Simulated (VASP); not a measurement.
# SnTe: core levels calculation (part 1 of 3)

- system: SnTe (Fm-3m, 16 atoms in the cell)
- method: Kohn-Sham DFT of a periodic cell, LDA, VASP PAW LDA potentials, recommended, no spin polarisation (VASP 6.6.1)

The structure derives from an entry of the Crystallography Open Database.

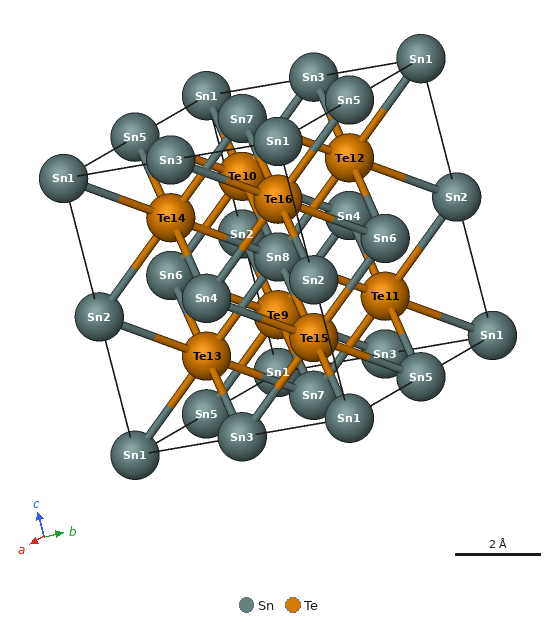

Figure 1. The input geometry (ball-and-stick view of the cell of the calculation, seen slightly off an axis; atoms are numbered from 1 in the order of the input). Near neighbours in the crystal (not all of them lie inside the picture): Sn has 6 Te at 3.15 Å; Te has 6 Sn at 3.15 Å.

## INCAR
```
PREC     = Accurate       # precision mode
ENCUT    = 520            # plane-wave cutoff, eV
EDIFF    = 1E-6           # SCF threshold, eV
ISMEAR   = 1              # smearing method
SIGMA    = 0.1            # smearing width, eV
LREAL    = F              # projectors in reciprocal space
LASPH    = T              # aspherical terms in the spheres
NELM     = 100            # most SCF steps
ALGO     = Normal         # electronic algorithm
ISIF     = 2              # what is computed and relaxed
LWAVE    = F              # write WAVECAR
LCHARG   = F              # write CHGCAR
ICORELEVEL= 1            
KPAR     = 4
```

## KPOINTS
```
regular mesh
0
Gamma
  4 4 4
```

## POSCAR
```
SnTe
1.0
    0.0000000000      6.3017000000      6.3017000000
    6.3017000000      0.0000000000      6.3017000000
    6.3017000000      6.3017000000      0.0000000000
Sn Te
8 8
Direct
    0.0000000000      0.0000000000      0.0000000000
    0.0000000000      0.0000000000      0.5000000000
    0.0000000000      0.5000000000      0.0000000000
    0.0000000000      0.5000000000      0.5000000000
    0.5000000000      0.0000000000      0.0000000000
    0.5000000000      0.0000000000      0.5000000000
    0.5000000000      0.5000000000      0.0000000000
    0.5000000000      0.5000000000      0.5000000000
    0.2500000000      0.2500000000      0.2500000000
    0.2500000000      0.2500000000      0.7500000000
    0.2500000000      0.7500000000      0.2500000000
    0.2500000000      0.7500000000      0.7500000000
    0.7500000000      0.2500000000      0.2500000000
    0.7500000000      0.2500000000      0.7500000000
    0.7500000000      0.7500000000      0.2500000000
    0.7500000000      0.7500000000      0.7500000000
```

Run on 4 threads of AMD EPYC (Zen 5), 450 GiB of memory available, shared host.

Run as:
```bash
cat potpaw_LDA.64/Sn_d/POTCAR potpaw_LDA.64/Te/POTCAR > POTCAR
mpirun -np 4 vasp_std > vasp.out
```

## OSZICAR
```
N       E                     dE             d eps       ncg     rms          rms(c)
DAV:   1     0.183565208979E+04    0.18357E+04   -0.68271E+04  1600   0.199E+03
DAV:   2     0.282536235359E+03   -0.15531E+04   -0.15161E+04  1536   0.592E+02
DAV:   3    -0.400012137791E+02   -0.32254E+03   -0.30665E+03  1752   0.214E+02
DAV:   4    -0.698515884744E+02   -0.29850E+02   -0.28975E+02  1824   0.625E+01
DAV:   5    -0.710575021123E+02   -0.12059E+01   -0.12000E+01  2000   0.131E+01    0.129E+01
DAV:   6    -0.706238929892E+02    0.43361E+00   -0.10868E+00  2032   0.386E+00    0.888E+00
DAV:   7    -0.706053485547E+02    0.18544E-01   -0.63444E-01  1816   0.209E+00    0.100E+00
DAV:   8    -0.705820647152E+02    0.23284E-01   -0.11851E-01  1760   0.126E+00    0.926E-01
DAV:   9    -0.705831934850E+02   -0.11288E-02   -0.85822E-03  2032   0.262E-01    0.141E-01
DAV:  10    -0.705827968887E+02    0.39660E-03   -0.21576E-03  1928   0.169E-01    0.974E-02
DAV:  11    -0.705828321795E+02   -0.35291E-04   -0.23962E-04  1744   0.384E-02    0.285E-02
DAV:  12    -0.705828225800E+02    0.95995E-05   -0.45295E-05  1880   0.272E-02    0.316E-02
DAV:  13    -0.705828229969E+02   -0.41685E-06   -0.48058E-06  1328   0.534E-03
   1 F= -.70582823E+02 E0= -.70582582E+02  d E =-.721651E-03
```

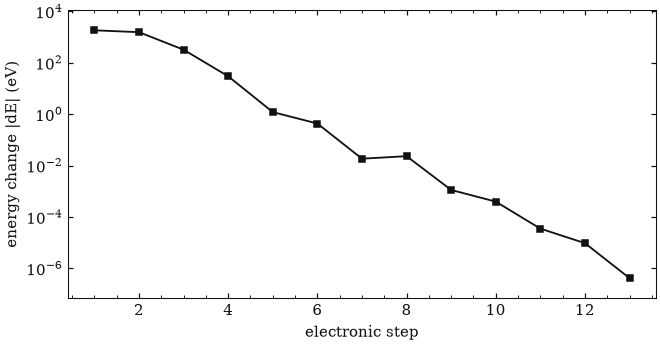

Figure 2. Convergence of the self-consistent field: energy change |dE| against the electronic step. It takes 13 electronic steps.

## Parts of OUTCAR
```
PREC = Accurate
   ENCUT = 520
   EDIFF = 1E-6
   ISMEAR = 1
   LREAL = F
   LASPH = T
   NELM = 100
   ISIF = 2

 ion  position               nearest neighbor table
   1  0.000  0.000  0.000-  10 3.15  11 3.15  12 3.15  13 3.15  14 3.15  15 3.15
   2  0.000  0.000  0.500-   9 3.15  11 3.15  12 3.15  13 3.15  14 3.15  16 3.15
   3  0.000  0.500  0.000-   9 3.15  10 3.15  12 3.15  13 3.15  15 3.15  16 3.15
   4  0.000  0.500  0.500-   9 3.15  10 3.15  11 3.15  14 3.15  15 3.15  16 3.15
   5  0.500  0.000  0.000-   9 3.15  10 3.15  11 3.15  14 3.15  15 3.15  16 3.15
   6  0.500  0.000  0.500-   9 3.15  10 3.15  12 3.15  13 3.15  15 3.15  16 3.15
   7  0.500  0.500  0.000-   9 3.15  11 3.15  12 3.15  13 3.15  14 3.15  16 3.15
   8  0.500  0.500  0.500-  10 3.15  11 3.15  12 3.15  13 3.15  14 3.15  15 3.15
   9  0.250  0.250  0.250-   2 3.15   3 3.15   4 3.15   5 3.15   6 3.15   7 3.15
  10  0.250  0.250  0.750-   1 3.15   3 3.15   4 3.15   5 3.15   6 3.15   8 3.15
  11  0.250  0.750  0.250-   1 3.15   2 3.15   4 3.15   5 3.15   7 3.15   8 3.15
  12  0.250  0.750  0.750-   1 3.15   2 3.15   3 3.15   6 3.15   7 3.15   8 3.15
  13  0.750  0.250  0.250-   1 3.15   2 3.15   3 3.15   6 3.15   7 3.15   8 3.15
  14  0.750  0.250  0.750-   1 3.15   2 3.15   4 3.15   5 3.15   7 3.15   8 3.15
  15  0.750  0.750  0.250-   1 3.15   3 3.15   4 3.15   5 3.15   6 3.15   8 3.15
  16  0.750  0.750  0.750-   2 3.15   3 3.15   4 3.15   5 3.15   6 3.15   7 3.15

  LATTYP: Found a face centered cubic cell.
 ALAT       =    12.6034000000

  Lattice vectors:

 A1 = (   0.0000000000,   6.3017000000,   6.3017000000)
 A2 = (   6.3017000000,   0.0000000000,   6.3017000000)
 A3 = (   6.3017000000,   6.3017000000,   0.0000000000)

Analysis of symmetry for initial positions (statically):
=====================================================================
 Subroutine PRICEL returns following result:

  LATTYP: Found a face centered cubic cell.
 ALAT       =     6.3017000000

  Lattice vectors:

 A1 = (   0.0000000000,   3.1508500000,   3.1508500000)
 A2 = (   3.1508500000,   0.0000000000,   3.1508500000)
 A3 = (   3.1508500000,   3.1508500000,   0.0000000000)

   8 primitive cells build up your supercell.

 Routine SETGRP: Setting up the symmetry group for a
 face centered cubic supercell.

 Subroutine GETGRP returns: Found 48 space group operations
 (whereof 48 operations were pure point group operations)
 out of a pool of 48 trial point group operations.

The static configuration has the point symmetry O_h .

Analysis of symmetry for dynamics (positions and initial velocities):
=====================================================================
 Subroutine PRICEL returns following result:

  LATTYP: Found a face centered cubic cell.
 ALAT       =     6.3017000000

  Lattice vectors:

 A1 = (   0.0000000000,   3.1508500000,   3.1508500000)
 A2 = (   3.1508500000,   0.0000000000,   3.1508500000)
 A3 = (   3.1508500000,   3.1508500000,   0.0000000000)

   8 primitive cells build up your supercell.

 Routine SETGRP: Setting up the symmetry group for a
 face centered cubic supercell.

 Subroutine GETGRP returns: Found 48 space group operations
 (whereof 48 operations were pure point group operations)
 out of a pool of 48 trial point group operations.

The dynamic configuration has the point symmetry O_h .

 Subroutine INISYM returns: Found 48 space group operations
 (whereof 48 operations are pure point group operations),
 and found     8 'primitive' translations

----------------------------------------------------------------------------------------

                                     Primitive cell

  volume of cell :      62.5624

  direct lattice vectors                    reciprocal lattice vectors
     0.000000000  3.150850000  3.150850000    -0.158687338  0.158687338  0.158687338
     3.150850000  0.000000000  3.150850000     0.158687338 -0.158687338  0.158687338
     3.150850000  3.150850000  0.000000000     0.158687338  0.158687338 -0.158687338

  length of vectors
     4.455974803  4.455974803  4.455974803     0.274854533  0.274854533  0.274854533

  position of ions in fractional coordinates (direct lattice)
     0.000000000  0.000000000  0.000000000
     0.500000000  0.500000000  0.500000000

  ion indices of the primitive-cell ions
   primitive index   ion index
                 1           1
                 2           9

----------------------------------------------------------------------------------------

 KPOINTS: regular mesh

Automatic generation of k-mesh.
 Grid dimensions read from file:
 generate k-points for:    4    4    4

 Generating k-lattice:

  Cartesian coordinates                     Fractional coordinates (reciprocal lattice)
    -0.019835917  0.019835917  0.019835917     0.250000000  0.000000000  0.000000000
     0.019835917 -0.019835917  0.019835917     0.000000000  0.250000000  0.000000000
     0.019835917  0.019835917 -0.019835917     0.000000000  0.000000000  0.250000000

  Length of vectors
     0.034356817  0.034356817  0.034356817

  Shift w.r.t. Gamma in fractional coordinates (k-lattice)
     0.000000000  0.000000000  0.000000000

 Subroutine IBZKPT returns following result:
 ===========================================

 Found      8 irreducible k-points:

 Following reciprocal coordinates:
            Coordinates               Weight
  0.000000  0.000000  0.000000      1.000000
  0.250000  0.000000  0.000000      8.000000
  0.500000  0.000000  0.000000      4.000000
  0.250000  0.250000  0.000000      6.000000
  0.500000  0.250000  0.000000     24.000000
 -0.250000  0.250000  0.000000     12.000000
  0.500000  0.500000  0.000000      3.000000
 -0.250000  0.500000  0.250000      6.000000
   k-points           NKPTS =      8   k-points in BZ     NKDIM =      8   number of bands    NBANDS=     96
   number of dos      NEDOS =    301   number of ions     NIONS =     16
   total plane-waves  NPLWV = 343000
   dimension x,y,z NGX =    70 NGY =   70 NGZ =   70
   dimension x,y,z NGXF=   140 NGYF=  140 NGZF=  140
   ions per type =               8   8
   NGX,Y,Z   is equivalent  to a cutoff of  13.06, 13.06, 13.06 a.u.
   NGXF,Y,Z  is equivalent  to a cutoff of  26.12, 26.12, 26.12 a.u.
 SYSTEM =  unknown system
   PREC   = accura    normal or accurate (medium, high low for compatibility)
   ISTART =      0    job   : 0-new  1-cont  2-samecut
   ICHARG =      2    charge: 1-file 2-atom 10-const
   ISPIN  =      1    spin polarized calculation?
   LNONCOLLINEAR =      F non collinear calculations
   LSORBIT =      F    spin-orbit coupling
   LASPH  =      T    aspherical Exc in radial PAW
   ENCUT  =  520.0 eV  38.22 Ry    6.18 a.u.  16.57 16.57 16.57*2*pi/ulx,y,z
   NELM   =    100;   NELMIN=  2; NELMDL= -5     # of ELM steps
   EDIFF  = 0.1E-05   stopping-criterion for ELM
   LREAL  =      F    real-space projection
   EDIFFG = 0.1E-04   stopping-criterion for IOM
   NSW    =      0    number of steps for IOM
   IBRION =     -1    ionic relax: 0-MD 1-quasi-New 2-CG
   NFREE  =      0    steps in history (QN), initial steepest desc. (CG)
   ISIF   =      2    stress and relaxation
   ISYM   =      2    0-nonsym 1-usesym 2-fastsym
   POTIM  = 0.5000    time-step for ionic-motion
   TEBEG  =    0.0;   TEEND  =   0.0 temperature during run
   PSTRESS=    0.0 pullay stress
   NELECT =     160.0000    total number of electrons
   NUPDOWN=      -1.0000    fix difference up-down
   EMIN   =  10.00;   EMAX   =-10.00  energy-range for DOS
   EFERMI =   0.00;   METHOD = LEGACY
   ISMEAR =     1;   SIGMA  =   0.10  broadening in eV -4-tet -1-fermi 0-gaus
   EFERMI_NEDOS =   21; number of points for ismear=-14 and -15
   IALGO  =     38    algorithm
   IMIX   =      4    mixing-type and parameters
     AMIX     =   0.40;   BMIX     =  1.00
     AMIX_MAG =   1.60;   BMIX_MAG =  1.00
  volume/ion in A,a.u.               =      31.28       211.10
  Fermi-wavevector in a.u.,A,eV,Ry     =   1.119387  2.115336 17.048485  1.253028
  Thomas-Fermi vector in A             =   2.256026
   LORBIT       =      0    0 simple, 1 ext, 2 COOP (PROOUT), +10 PAW based schemes
   GGA     = CA    functional components
   LHFCALC =     F    Hartree Fock is set to
   AEXX    =    0.0000 exact exchange contribution
   IVDW    =     0    specifies the selected vdW correction
   LEPSILON=     F    determine dielectric tensor
   LRPA    =     F    only Hartree local field effects (RPA)
 non-spin polarized calculation
 Methfessel and Paxton  Order N= 1 SIGMA  =   0.10
  energy-cutoff  :      520.00
  volume of cell :      500.50
 maximum number of plane-waves:     13544
 NGX is ok and might be reduce to    70
   NGX = 33   NGY = 33   NGZ = 33

 number of electron     160.0000019 magnetization

 Free energy of the ion-electron system (eV)
  ---------------------------------------------------
  ext. energy  EPLUGINS =         0.00000000
  ---------------------------------------------------
  free energy    TOTEN  =       -70.58282300 eV

  energy without entropy =      -70.58210135  energy(sigma->0) =      -70.58258245

 the core state eigenenergies are
   1-  1s -28829.7231  2s  -4348.6717  2p  -3909.0653  3s   -830.2283  3p   -685.9809
       3d   -462.4380  4s   -122.2901  4p    -78.4808
   2-  1s -28829.7231  2s  -4348.6717  2p  -3909.0653  3s   -830.2283  3p   -685.9809
       3d   -462.4380  4s   -122.2901  4p    -78.4808
   3-  1s -28829.7231  2s  -4348.6717  2p  -3909.0653  3s   -830.2283  3p   -685.9809
       3d   -462.4380  4s   -122.2901  4p    -78.4808
   4-  1s -28829.7231  2s  -4348.6717  2p  -3909.0653  3s   -830.2283  3p   -685.9809
       3d   -462.4380  4s   -122.2901  4p    -78.4808
   5-  1s -28829.7231  2s  -4348.6717  2p  -3909.0653  3s   -830.2283  3p   -685.9809
       3d   -462.4380  4s   -122.2901  4p    -78.4808
   6-  1s -28829.7231  2s  -4348.6717  2p  -3909.0653  3s   -830.2283  3p   -685.9809
       3d   -462.4380  4s   -122.2901  4p    -78.4808
   7-  1s -28829.7231  2s  -4348.6717  2p  -3909.0653  3s   -830.2283  3p   -685.9809
       3d   -462.4380  4s   -122.2901  4p    -78.4808
   8-  1s -28829.7231  2s  -4348.6717  2p  -3909.0653  3s   -830.2283  3p   -685.9809
       3d   -462.4380  4s   -122.2901  4p    -78.4808
   9-  1s -31424.7707  2s  -4815.3419  2p  -4328.4182  3s   -948.8716  3p   -789.9573
       3d   -548.1085  4s   -151.8094  4p   -102.3563  4d    -30.1666
  10-  1s -31424.7707  2s  -4815.3419  2p  -4328.4182  3s   -948.8716  3p   -789.9573
       3d   -548.1085  4s   -151.8094  4p   -102.3563  4d    -30.1666
  11-  1s -31424.7707  2s  -4815.3419  2p  -4328.4182  3s   -948.8716  3p   -789.9573
       3d   -548.1085  4s   -151.8094  4p   -102.3563  4d    -30.1666
  12-  1s -31424.7707  2s  -4815.3419  2p  -4328.4182  3s   -948.8716  3p   -789.9573
       3d   -548.1085  4s   -151.8094  4p   -102.3563  4d    -30.1666
  13-  1s -31424.7707  2s  -4815.3419  2p  -4328.4182  3s   -948.8716  3p   -789.9573
       3d   -548.1085  4s   -151.8094  4p   -102.3563  4d    -30.1666
  14-  1s -31424.7707  2s  -4815.3419  2p  -4328.4182  3s   -948.8716  3p   -789.9573
       3d   -548.1085  4s   -151.8094  4p   -102.3563  4d    -30.1666
  15-  1s -31424.7707  2s  -4815.3419  2p  -4328.4182  3s   -948.8716  3p   -789.9573
       3d   -548.1085  4s   -151.8094  4p   -102.3563  4d    -30.1666
  16-  1s -31424.7707  2s  -4815.3419  2p  -4328.4182  3s   -948.8716  3p   -789.9573
       3d   -548.1085  4s   -151.8094  4p   -102.3563  4d    -30.1666

 E-fermi :   6.7427     XC(G=0):  -9.7400     alpha+bet :-11.5154
```
